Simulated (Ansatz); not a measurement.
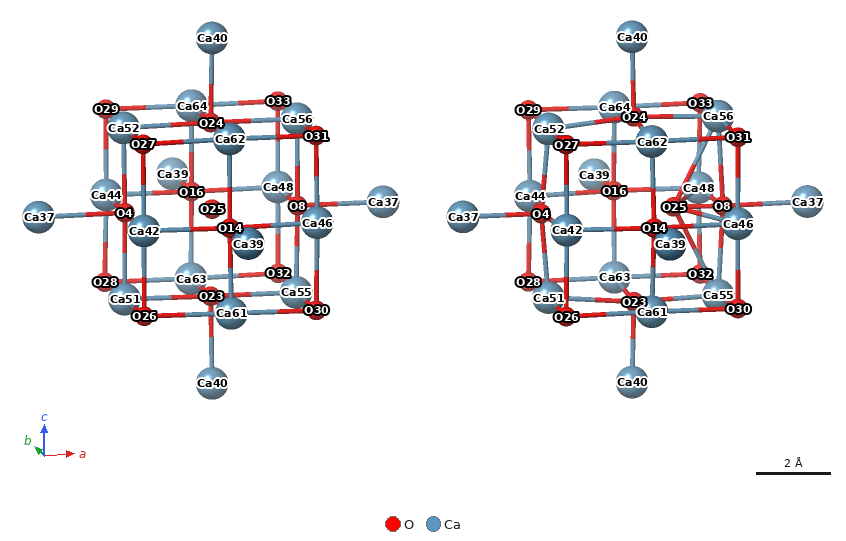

Two geometries of a defect cell of composition O₃₃Ca₃₁, drawn at one scale. One is the start of a relaxation, the other its converged end. A ball-and-stick model of the atoms within 5.0 Å of the atom that moves most (axes of the cell of the calculation (origin shifted)), seen slightly off an axis.

Level of theory: Ansatz, DFT, PBEsol, PAW, plane waves. Set-up: plane-wave cutoff 420 eV; k-point mesh 1 × 1 × 1; mesh shifted by (0.25, 0.25, 0.25); collinear spin; atoms relaxed in a fixed cell; force threshold 0.03 eV/Å; at most 80 steps.

**Which of the two is the end point?**

The right one is the relaxed one. The energy falls by 2.732 eV per cell of the calculation in 9 geometry steps. Largest force component: 0.98 eV/Å at the start, 0.02 eV/Å at the end. The atom that moves furthest is O25 (1.07 Å along +a). By element the largest moves are O 1.07 Å, Ca 0.11 Å. The cell stays as it was. Among the contacts that change: O8–O25 2.376 → 1.363 Å, O25–Ca46 3.379 → 2.764 Å, O25–Ca56 3.354 → 2.740 Å, O25–Ca48 3.347 → 2.758 Å. New bonds form, among them: O25–Ca46 (3.38 → 2.76 Å), O25–Ca48 (3.35 → 2.76 Å), O25–Ca55 (3.35 → 2.78 Å), O25–Ca56 (3.35 → 2.74 Å). Among the angles between lasting bonds that change: Ca42–O4–Ca44 179.9° → 170.1°, Ca62–O24–Ca64 179.1° → 170.0°, Ca63–O16–Ca64 177.4° → 170.0°. The program noted that the starting moments weren't kept. The run may lie on a higher electronic state than the lowest, so the end point isn't shown to be the ground-state structure.
